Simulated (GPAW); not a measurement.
System: Ga, space group Cmcm (No. 63).

Starting cell:
```yaml
crystal:
  lattice:
    - [3.81696, -2.32663, 0.00000]
    - [3.81696, 2.32663, 0.00000]
    - [0.00000, 0.00000, 4.48825]
  atoms:
    - { symbol: Ga, position: [0.66555, 0.00969, 0.25000] }
    - { symbol: Ga, position: [0.00969, 0.66555, 0.75000] }
    - { symbol: Ga, position: [0.33445, 0.99031, 0.75000] }
    - { symbol: Ga, position: [0.99031, 0.33445, 0.25000] }
```

Computed with GPAW 26.7.0: PAW DFT in plane waves, on a grid or in atomic orbitals, no spin polarisation; energies at scaled volumes of the given cell, shape and fractions fixed, counted from the fit's minimum, third-order Birch-Murnaghan fit. Level: r2SCAN.

| setting | value |
| --- | --- |
| k mesh | 6×6×5 |
| occupations | Fermi–Dirac |
| smearing width | 0.05 eV |
| potentials | GPAW PAW data sets (gpaw data 1.2.1) |
| wave cutoff | 600 eV |
| program settings | basis pw |

What does the calculation give for the energy and pressure against volume? The volume takes the values 18.73, 19.13, 19.53, 19.93, 20.33, 20.73, 21.13 Å³/atom.

A third-order Birch–Murnaghan fit gives V0 = 20.10 Å³/atom, B0 = 61.8 GPa and B′ = 5.2. The energy is 20.74 meV/atom at volume 18.73 Å³/atom and 9.08 meV/atom at 21.13 Å³/atom; the lowest computed point is at volume 19.93 Å³/atom (0.28 meV/atom), and no other minimum shows. The pressure falls from 5.21 GPa at volume 18.73 Å³/atom to −2.69 GPa at 21.13 Å³/atom, and changes sign near 20.10 Å³/atom.

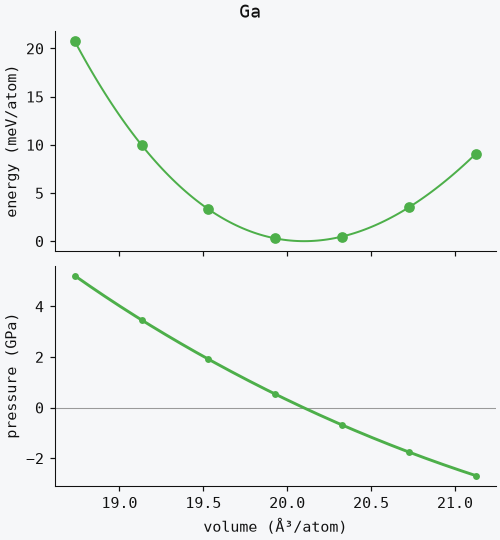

Caveats: shape and atomic fractions are frozen while scaling, which makes layered, chain and framework solids too stiff.
